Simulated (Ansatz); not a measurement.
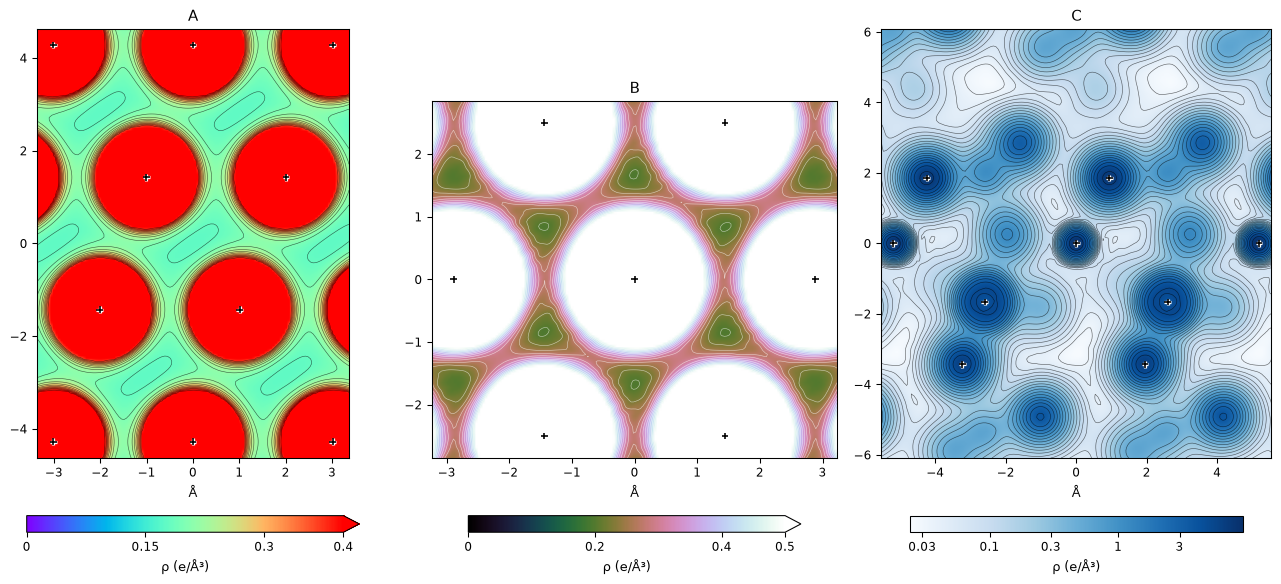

The valence pseudo-density of 3 systems, each on a plane through atoms (crosses mark nuclei in the plane).

Level of theory: DFT PBEsol, scalar-relativistic, plane waves, PAW (Ansatz 0.2.0).

System 1: Hf, the (110) plane of the calculation cell. Space group R-3m.

```xyz
6
Lattice="-3.4946 3.4946 0.0000 0.0000 -3.4946 -3.4946 -3.4802 -3.4802 3.4802" Properties=species:S:1:pos:R:3 pbc="T T T"
Hf   -3.4850   -3.4850   -0.0096
Hf   -1.7449   -1.7449   -1.7497
Hf   -5.2299   -1.7353    1.7353
Hf   -3.4898    0.0048   -0.0048
Hf   -1.7401   -1.7401    1.7401
Hf    0.0000    0.0000    0.0000
```

System 2: LiNbO3, the (011̄) plane of the calculation cell. Space group R3c; a structure from a database of computed crystals, not necessarily the ambient phase; computed pressure about −5 GPa in this cell.

```yaml
crystal:
  lattice:
    - [5.18978, 0.00015, -0.00085]
    - [2.59465, 4.90609, 0.00636]
    - [0.00151, 2.73319, 8.56338]
  atoms:
    - { symbol: Li, position: [0.43977, 0.12048, 0.14658] }
    - { symbol: Li, position: [0.93975, 0.12050, 0.64658] }
    - { symbol: Li, position: [0.18976, 0.62049, 0.39659] }
    - { symbol: Li, position: [0.68976, 0.62049, 0.89659] }
    - { symbol: Nb, position: [0.01793, 0.96417, 0.00598] }
    - { symbol: Nb, position: [0.51793, 0.96416, 0.50598] }
    - { symbol: Nb, position: [0.76793, 0.46417, 0.25597] }
    - { symbol: Nb, position: [0.26793, 0.46417, 0.75597] }
    - { symbol: O, position: [0.73585, 0.77580, 0.36631] }
    - { symbol: O, position: [0.79362, 0.77583, 0.06102] }
    - { symbol: O, position: [0.30680, 0.77582, 0.18477] }
    - { symbol: O, position: [0.18056, 0.27580, 0.31101] }
    - { symbol: O, position: [0.66738, 0.27581, 0.43477] }
    - { symbol: O, position: [0.23584, 0.77581, 0.86630] }
    - { symbol: O, position: [0.73834, 0.27582, 0.11630] }
    - { symbol: O, position: [0.29362, 0.77582, 0.56102] }
    - { symbol: O, position: [0.80680, 0.77581, 0.68477] }
    - { symbol: O, position: [0.68055, 0.27581, 0.81102] }
    - { symbol: O, position: [0.16737, 0.27581, 0.93476] }
    - { symbol: O, position: [0.23834, 0.27583, 0.61630] }
```

System 3: Au, the (001) plane of the calculation cell. Space group Fm-3m.

```yaml
crystal:
  lattice:
    - [-4.08387, 4.08387, 0.00000]
    - [-4.08387, 0.00000, 4.08387]
    - [0.00000, 4.08387, 4.08387]
  atoms:
    - { symbol: Au, position: [0.00000, 0.00000, 0.00000] }
    - { symbol: Au, position: [0.50000, 0.00000, 0.00000] }
    - { symbol: Au, position: [0.00000, 0.50000, 0.00000] }
    - { symbol: Au, position: [0.00000, 0.00000, 0.50000] }
    - { symbol: Au, position: [0.50000, 0.50000, 0.00000] }
    - { symbol: Au, position: [0.50000, 0.00000, 0.50000] }
    - { symbol: Au, position: [0.00000, 0.50000, 0.50000] }
    - { symbol: Au, position: [0.50000, 0.50000, 0.50000] }
```

Match each panel to its system.

Answer. Panel A is system 1, Hf: the plane holds Hf. Hf–Hf (3.01 Å): ρ at the midpoint is about 0.21 e/Å³. Panel B is system 3, Au: the plane holds Au. Au–Au (2.89 Å): ρ is about 0.29 e/Å³ halfway. Panel C is system 2, LiNbO3: the plane holds Li, Nb and O. Nb–O (1.88 Å): the density is about 1.2 e/Å³ at the midpoint.
